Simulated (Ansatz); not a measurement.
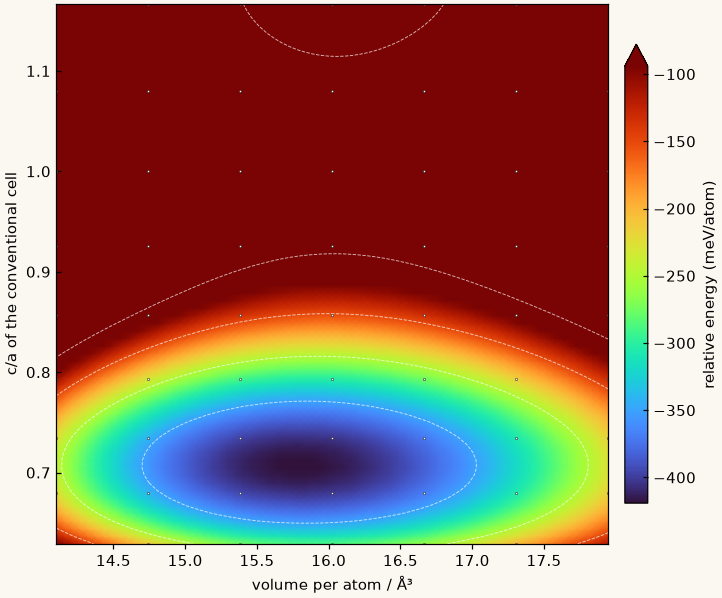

Mo (Fm-3m, No. 225; 1 atom in the cell). The energy is mapped over volume and the cell's shape. Coordinates scanned: (1) volume per atom; (2) c/a of the conventional cell. Nothing is relaxed (symmetry fixes all fractional coordinates). The grid has 7 × 9 points. Points are written as (first, second). Energies: meV/atom, counted from the relaxed crystal. Computed with Ansatz, DFT PBE, scalar-relativistic, plane waves, PAW. Settings: cutoff 420 eV, k-mesh 22×22×22, gaussian smearing 0.15 eV, no spin polarisation.

The picture shows a smooth colour map with a few white contour lines, dots at the grid points, one colour for all values above the top of the scale. Between grid points the surface is interpolated.

Q: Estimate the position of the minimum and the force constants in these coordinates.

A: The interpolated minimum is at volume per atom ≈ 15.79 Å³, c/a of the conventional cell ≈ 0.707. The curvatures there are about 0.1 eV/(Å³)² and 38 eV, with a cross term of about 0 eV/Å³ (per cell of 1 atoms). Round the minimum the two coordinates are nearly uncoupled.
